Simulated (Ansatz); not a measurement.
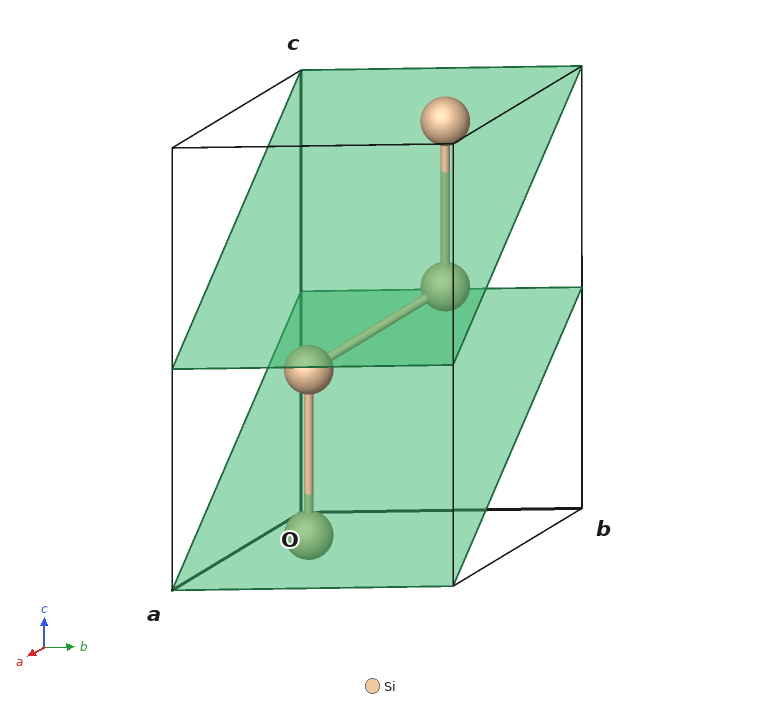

For Si, the input geometry of an electronic-structure calculation (not necessarily at equilibrium); the starting structure was generated, so it need not be a known form of this composition: every member of one family of equally spaced planes, hx + ky + lz = a whole number, that cuts the unit cell is shaded (one member passes through the origin O, touching the cell only at an edge or corner). Symmetry computed with spglib at a tolerance of 0.002 Å; standard conventional cell.

a = 3.832 Å, b = 3.832 Å, c = 6.341 Å, α = 90.00°, β = 90.00°, γ = 120.00°.

Q: Which (hkl) family is drawn?

A: (1 0 2), in four indices (1 0 −1 2); the opposite sign names the same planes. The member next to the origin meets the axes a at 1, b never, c at 1/2.

Q: What is the spacing?

A: d = 2.293 Å.

Q: Which atoms of the cell lie in these planes (within 0.03 Å)?

A: No atom.
